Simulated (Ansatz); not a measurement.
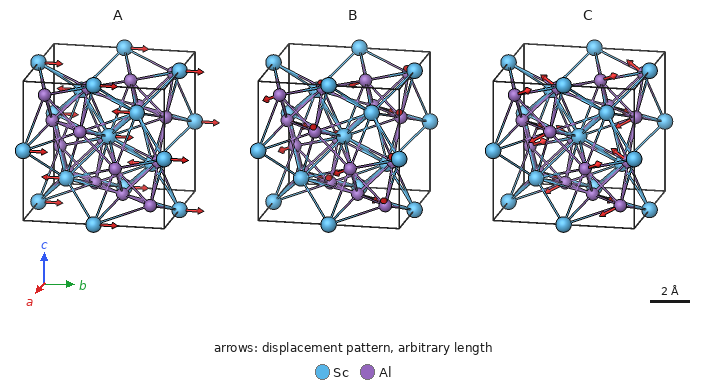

Three optical modes of a crystal of ScAl$_{2}$ at the zone centre, in no order (one member of each degenerate set). The red arrows give the relative displacements of the atoms. A ball-and-stick model of the conventional cell (4 times the calculation's cell), seen slightly off an axis. Lengths and directions refer to the drawn axes.

Level of theory: Ansatz 0.2.0, DFT PBEsol, scalar-relativistic, plane waves, PAW. (plane-wave cutoff 420 eV; k-point mesh 8 × 8 × 8; occupations fermi dirac; smearing width 0.15 eV; no spin polarisation)

The frequencies depend somewhat on the k-mesh and the smearing.

Q: Rank the modes by frequency, softest first.

A: B (159 cm⁻¹), A (195 cm⁻¹), C (266 cm⁻¹). B, T₂u: The Sc atoms stay at rest; atoms of one kind move against one another, with no net shift of their sublattice. A, T₂g: The Al atoms stay at rest; all motion is along b; atoms of one kind move against one another, with no net shift of their sublattice. C, E_u: The Sc atoms stay at rest; atoms of one kind move against one another, with no net shift of their sublattice. The crystal is metallic in this run.
